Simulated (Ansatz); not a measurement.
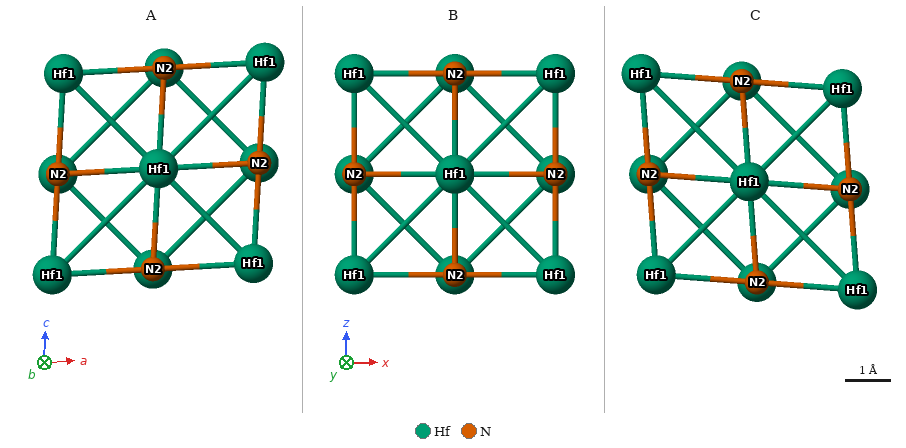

Energy scan for crystalline HfN (Fm-3m), in which the cell is strained in shear in the xz plane, with the atoms kept at their fractional coordinates. x, y and z are the Cartesian axes of the input. Style: ball-and-stick. Shown: the conventional cell (4 times the calculation's cell), along the b axis. Lengths and directions refer to the drawn axes.

Theory: Ansatz, DFT r2SCAN, scalar-relativistic, plane waves, PAW. Settings: plane-wave cutoff 500 eV; k-point mesh 22 × 22 × 22; occupations gaussian; smearing width 0.15 eV; no spin polarisation. Energies (free energies at the smearing named) are counted from the relaxed crystal.

### Rank the frames from lowest to highest energy.

Lowest first: B (the strain 0.00, 0.0 meV/atom), A (the strain 0.1125, 61.0 meV/atom), C (the strain −0.15, 111.4 meV/atom). Over the whole scan: the lowest computed point lies at the strain 0.00 (0.0 meV/atom). At the ends of the scan the energy is 111.4 meV/atom (−0.15) and 61.0 meV/atom (0.1125). The distortion takes the space group from Fm-3m to Immm. At the strain −0.15 the cell of the drawing goes a 4.525 → 4.538 Å, c 4.525 → 4.538 Å, β 90.0° → 98.6°.
